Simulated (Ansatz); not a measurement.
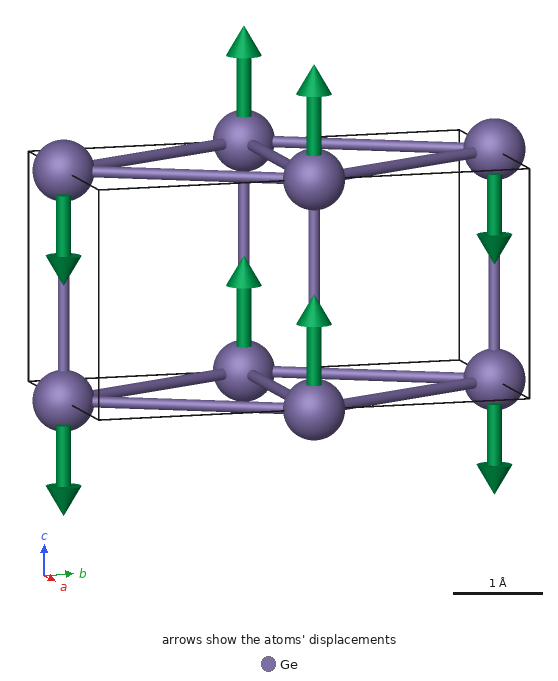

Normal modes of crystalline Ge, space group Cmmm (No. 65), at the zone centre of a doubled cell. The levels lie at 46i, 73, 110 cm⁻¹. One mode is drawn. Displacements are drawn as green arrows; their common scale and sign are arbitrary. A ball-and-stick model of the conventional cell, seen slightly off an axis. Lengths and directions refer to the drawn axes.

Theory: DFT r2SCAN, scalar-relativistic, plane waves, PAW (Ansatz). Settings: plane-wave cutoff 500 eV; k-point mesh 22 × 22 × 12; occupations gaussian; smearing width 0.15 eV; no spin polarisation.

### To which level does it belong?

The level at 73 cm⁻¹. This is a non-degenerate mode, level 2 of 3, counted from below (1 lower level is imaginary, so the structure is unstable) (the three translations aside). All motion is along c; atoms of one kind move against one another, with no net shift of their sublattice. It changes sign from one half of the doubled cell to the other: it belongs to the zone boundary, q = (1/2, 1/2, 0) in the reciprocal vectors of the undoubled cell.
